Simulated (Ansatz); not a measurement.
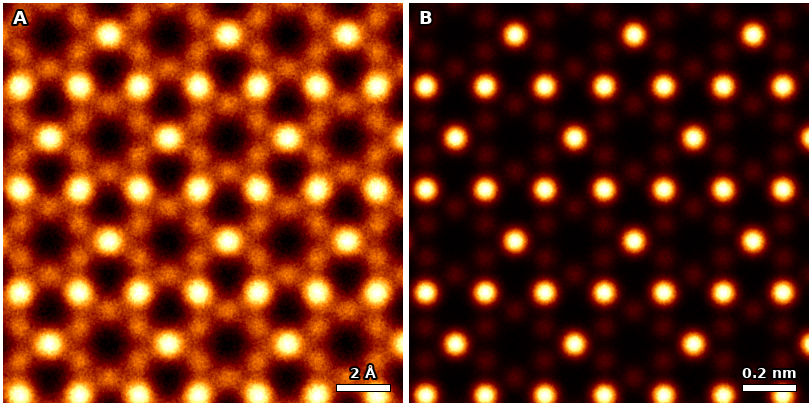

Two simulated images of the same area of Si2Mo (P6_222, No. 180) along [001], with a probe of 0.73 Å. One is incoherent Z contrast (Z^1.8 per atom), the other the projected potential of neutral atoms blurred by the probe (iDPC-like, thin sample). Brightness is counted from the darkest point of the image. Shot noise was added. Structure: coordinates from a relaxation with DFT, PBE, plane waves, PAW in Ansatz 0.2.0.

> Which panel is which, and how can one tell?

B is the Z-contrast image and A the potential image. The columns of 1 Si per repeat reach about 14 % of the brightest peak (1 Mo) in B but about 46 % in A, mainly since the potential grows much more slowly with atomic number.
